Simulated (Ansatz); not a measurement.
AlN

Input file:

```
crystal:
  lattice:
    - [2.5854596279, 0.0, 0.0]
    - [0.0, 2.5854596279, 0.0]
    - [0.0, 0.0, 2.5854596279]
  atoms:
    - { symbol: Al, position: [0.0, 0.0, 0.0] }
    - { symbol: "N", position: [0.5, 0.5, 0.5] }
kpoints:
  mp_grid: { grid: [6, 6, 6] }
hamiltonian:
  xc: pbesol
scf:
  occupations: { method: fermi_dirac, width: 0.02 }
  n_extra_bands: 4
output:
  forces: true
  stress: true
  eigenvalues: true
  write_density: true
  write_potential: true
  elf: true
  volumetric_format: npy
```

Launched as:

```sh
ansatz run input.yaml --threads 4 --pin off --max-ram 3686MiB --backend cpu --events-out ev --progress --plain --runs-dir out
```

Below, planes, directions and counts refer to the conventional cell (a = 2.59 Å, b = 2.59 Å, c = 2.59 Å, α = 90.00°, β = 90.00°, γ = 90.00°).

Space group Pm-3m; started from the CsCl prototype, which need not be the ambient phase.

Method: DFT, PBEsol, plane waves, PAW (Ansatz 0.2.0).

The density is the valence pseudo-density of a PAW calculation; it isn't the true density close to the nuclei.

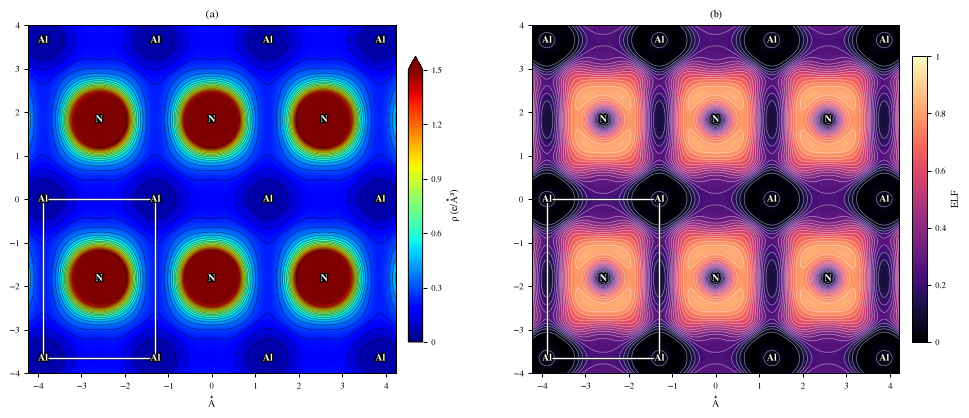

Figure 1. (a) valence pseudo-density; (b) electron localisation function on the (101) plane of the conventional cell.

Question: Read the bonding off the picture.

Answer: Atoms in the plane: Al and N.
Al–N (2.24 Å): ρ is about 0.38 e/Å³ halfway; the ELF peaks at about 0.85 in the valence shell of N, 0.7 Å from its nucleus, and is about 0.65 at the midpoint.
Between the atoms the lowest density in this plane is 0.18 e/Å³.

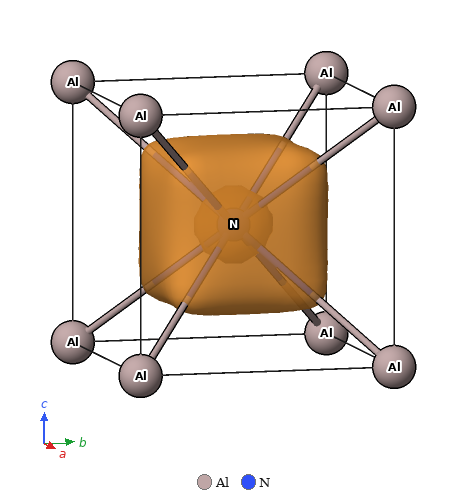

Figure 2. Isosurface of the electron localisation function at 0.6 (orange), seen slightly off an axis. Core shells and regions of very low density are left out. Sticks mark near contacts.

Question: Identify the bonds, lone pairs and shells in this picture.

Answer: At this value the surface marks out one region on N in which the atom's valence shell and bonds are merged, counted in one cell of 2 atoms. Any copies at cell faces, edges or corners count once.
